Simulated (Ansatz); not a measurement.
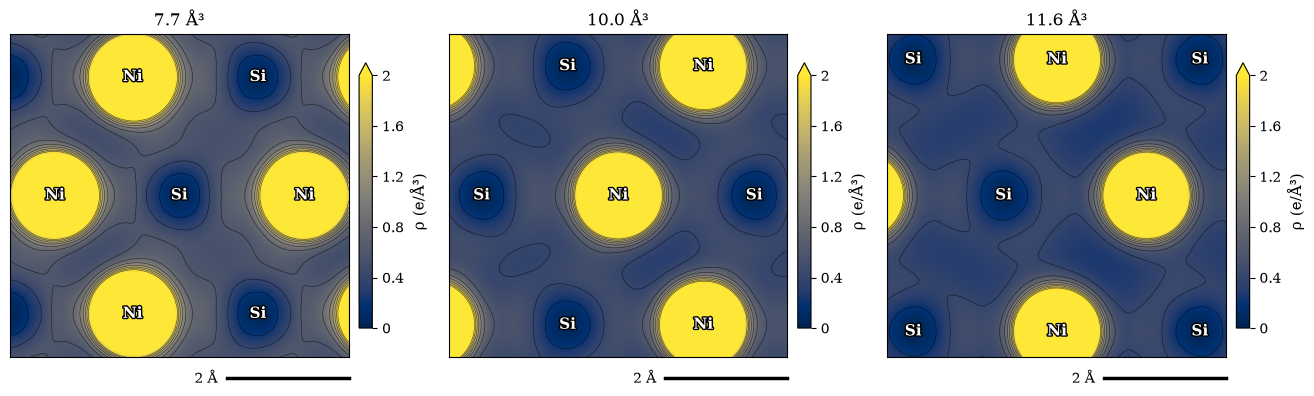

SiNi. The valence charge density (pseudo) of cells scaled evenly to different volumes (given per atom above each panel), on the (110) plane of each (indices in the axes of the cell below), at one length scale and on one colour scale.

The program warned that a starting moment wasn't kept; spin-polarised, but the moments vanished.

Theory: Ansatz 0.2.0, DFT, PBE, PAW with Ansatz's default frozen-core files, scalar-relativistic.

In a PAW calculation such maps are meaningful between the atoms, not at the nuclei.

The largest cell:

```cif
data_structure
_symmetry_space_group_name_H-M 'P 1'
_symmetry_Int_Tables_number 1
_cell_length_a 3.1243
_cell_length_b 3.3792
_cell_length_c 4.8494
_cell_angle_alpha 90.000
_cell_angle_beta 90.000
_cell_angle_gamma 90.000
_cell_volume 51.20
loop_
_atom_site_label
_atom_site_type_symbol
_atom_site_fract_x
_atom_site_fract_y
_atom_site_fract_z
_atom_site_occupancy
Si1 Si 0.50000 0.50000 0.84230 1
Si2 Si 0.00000 0.00000 0.15770 1
Ni1 Ni 0.50000 0.50000 0.34422 1
Ni2 Ni 0.00000 0.00000 0.65578 1
```

| volume (Å³/atom) | Si–Ni contact in the plane (Å) | ρ at its midpoint (e/Å³) | pressure (GPa) | 
| --- | --- | --- | --- |
| 7.68 | 2.053 | 0.771 | 198.5 | 
| 8.61 | 2.133 | ? | ? | 
| 10.01 | 2.225 | 0.538 | 40.9 | 
| 11.64 | 2.340 | 0.428 | 1.1 | 
| 12.80 | 2.415 | 0.404 | −13.2 | 

**Estimate the missing row, and compare with the calculation.**

Over the known rows ln ρ falls by 1.85 per Å of Si–Ni distance (a least-squares line), which gives 0.652 e/Å³ at 2.133 Å; the calculation gives 0.664 e/Å³. For the pressure, a straight line in volume between the neighbouring rows gives 135.6 GPa; the calculation gives 112.4, lower because pressure rises ever faster on compression.
